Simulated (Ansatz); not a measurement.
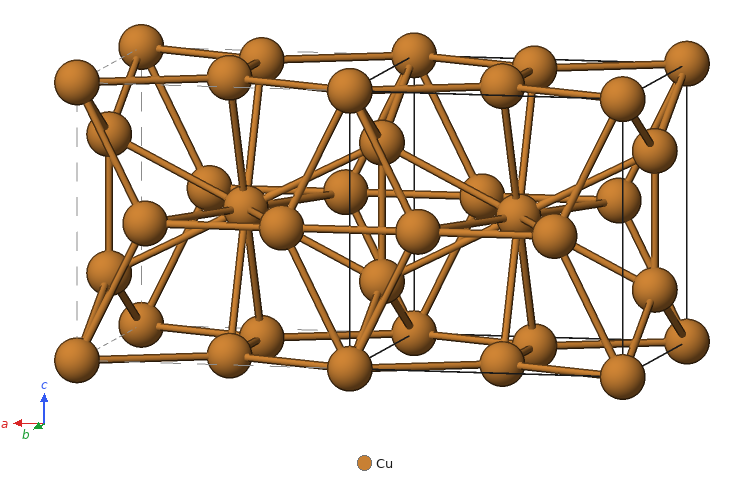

Ball-and-stick representation of a periodic structure, projected from a general direction. The picture spans 2×1×1 cells, one conventional unit cell being drawn with solid lines.

Explain the picture.

- The element is copper.
- The lattice is primitive cubic and the space group Pm-3n (No. 223).
- The arrangement is known as β-tungsten (A15) type.
- The cell holds eight atoms.
- The numbers of neighbours within bonding distance are Cu 6 to 12 (mean 7.5). Not all metal-metal contacts are counted.

The model was built from a textbook structure type filled with this element (whether it is the usual form wasn't checked). The geometry was optimised with DFT PBEsol, scalar-relativistic, plane waves, PAW in Ansatz.
